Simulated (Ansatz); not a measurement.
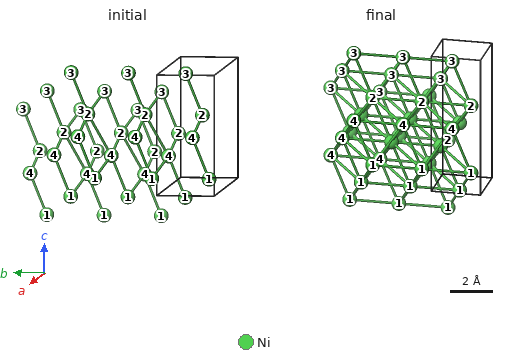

The structure of crystalline Ni (built on the iodine_64 type) (coarse preliminary run) before (left) and after (right) a relaxation, at one scale.

The picture is a ball-and-stick view of the cell of the calculation, repeated 3 × 3 × 1 with one cell outlined, seen from a free direction.

Case: iodine type (Cmce, No. 64).

The calculation used DFT r2SCAN, scalar-relativistic, plane waves, PAW (Ansatz 0.2.0).

The input:
```yaml
crystal:
  lattice:
    - [2.3194828477, -1.5330007243, 0.0]
    - [2.3194828477, 1.5330007243, 0.0]
    - [0.0, 0.0, 6.2534920057]
  atoms:
    - { symbol: Ni, position: [0.85, 0.15, 0.117], spin: 0.88 }
    - { symbol: Ni, position: [0.65, 0.35, 0.617], spin: 0.88 }
    - { symbol: Ni, position: [0.15, 0.85, 0.883], spin: 0.88 }
    - { symbol: Ni, position: [0.35, 0.65, 0.383], spin: 0.88 }
basis:
  ecutwfc: 500
kpoints:
  mp_grid: { grid: [6, 6, 4] }
hamiltonian:
  xc: r2scan
scf:
  occupations: { method: gaussian, width: 0.1 }
  lower_state_search: "off"
output:
  forces: true
  stress: true
  eigenvalues: true
  populations: true
magnetization:
  spin_polarized: true
relax:
  adjacent_minimum: "off"
  f_tol: 0.04
  max_steps: 70
  cell: { stress_tol: 0.4 }
```

### Summarise the run.

Over 7 accepted moves (8 points after the start) the energy falls by 1621 meV per atom. The largest force component goes from 8.7 to 0.00034 eV/Å. The pressure goes from 43.28 to −0.16 GPa. The SCF was repeated once at an unchanged geometry on a basis and grid sized afresh for the cell, which shifted the energy by 1.7 meV per atom at most. The largest moves relative to the cell, 0.35 Å, are those of Ni1, Ni2, Ni3 and Ni4. Ni1 goes roughly along [−1 1 0]. Cell: a = b 2.780 → 2.452 Å (−11.8 %), c 6.253 → 6.984 Å (+11.7 %), γ 66.9° → 89.9°. Volume −5.6 %. Some distances before and after: Ni1–Ni3 1.728 → 2.460 Å, Ni1–Ni4 2.854 → 2.461 Å, Ni1–Ni3 (another image) 2.810 → 2.461 Å, Ni1–Ni1 2.780 → 2.452 Å. Bond angles that change, for instance: Ni3–Ni1–Ni4 105.2° → 90.4°, Ni3–Ni1–Ni4 167.0° → 180.0°, Ni3–Ni1–Ni4 169.5° → 180.0°. The space group (tolerance 0.01 Å) goes from Cmce (No. 64) to I4/mmm (No. 139). The run took roughly 4 core-minutes on a shared host.

Limits of the set-up: the k-point mesh is coarse for a cell with partly filled bands.
